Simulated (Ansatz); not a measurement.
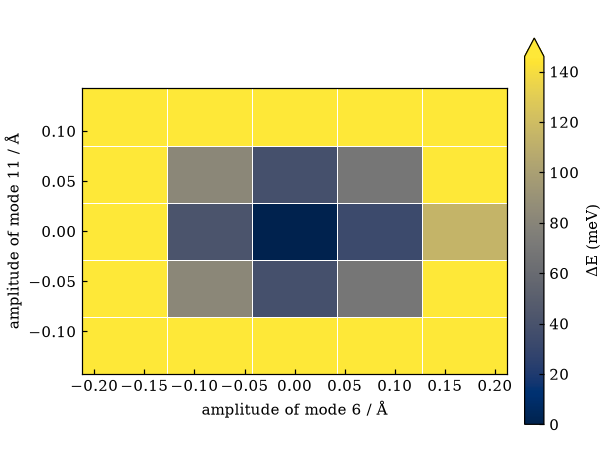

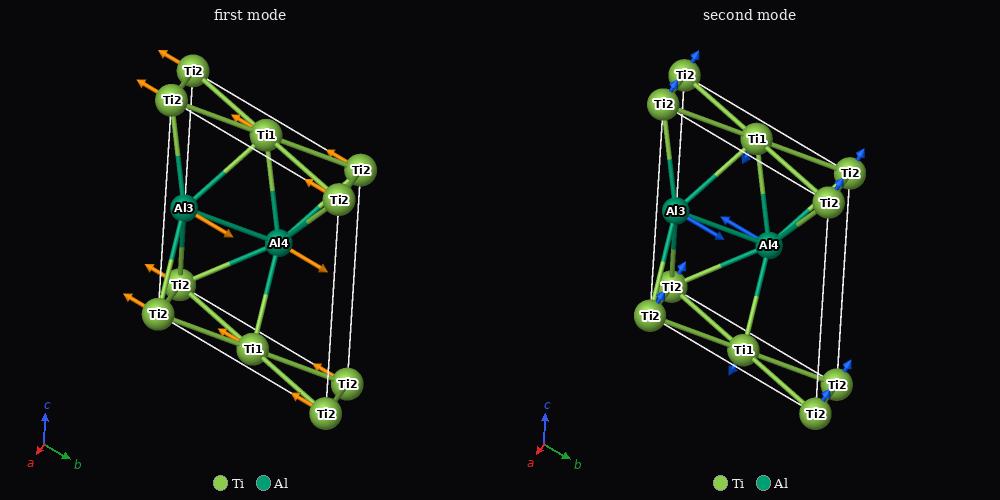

Energy landscape of TiAl (P-6m2, No. 187; 4 atoms in the cell). 
- The energy is mapped over two normal modes frozen in (zone-centre modes of the 4-atom cell of this scan, which folds in the wave vector (0, 1/2, 1/2) of the primitive cell).
- Coordinates scanned: (1) amplitude of mode 6 (183 cm⁻¹), largest displacement; (2) amplitude of mode 11 (311 cm⁻¹), largest displacement.
- Nothing is relaxed (the cell and all other modes fixed).
- The scan uses a 5 × 5 grid; 15 points were computed and 10 follow by symmetry.
- Points are written as (first, second).
- All energies are given in meV per cell relative to the lowest grid point.
- Theory: DFT PBEsol, scalar-relativistic, plane waves, PAW in Ansatz. Settings: cutoff 520 eV, k-mesh 16×16×16, gaussian smearing 0.15 eV, no spin polarisation.

In the figure: one coloured cell a grid point, one colour for all values above the top of the scale. The second picture is the structure at the lowest point

Where are the wells?

Answer. The lowest grid point is at (0.000 Å, 0.000 Å). It is the only kind of minimum in the scanned range. The highest grid point, (−0.170 Å, −0.114 Å), lies 354 meV above the lowest.

The values on the grid:

| second ↓, first → | −0.170 | −0.085 | 0.000 | 0.085 | 0.170 |
| --- | --- | --- | --- | --- | --- |
| 0.114 | 354 | 207 | 155 | 179 | 251 |
| 0.057 | 222 | 82 | 38 | 68 | 147 |
| 0.000 | 179 | 41 | 0 | 33 | 114 |
| −0.057 | 222 | 82 | 38 | 68 | 147 |
| −0.114 | 354 | 207 | 155 | 179 | 251 |

Each point was launched as `ansatz run input.yaml --threads 2 --pin off --max-ram 4096MiB --backend cpu --events-out ev --progress --plain --runs-dir out`. The whole map (15 points run) took 22 min on 2 threads of Arm Neoverse N1, on a shared host.

PAW datasets: the set soft_1.
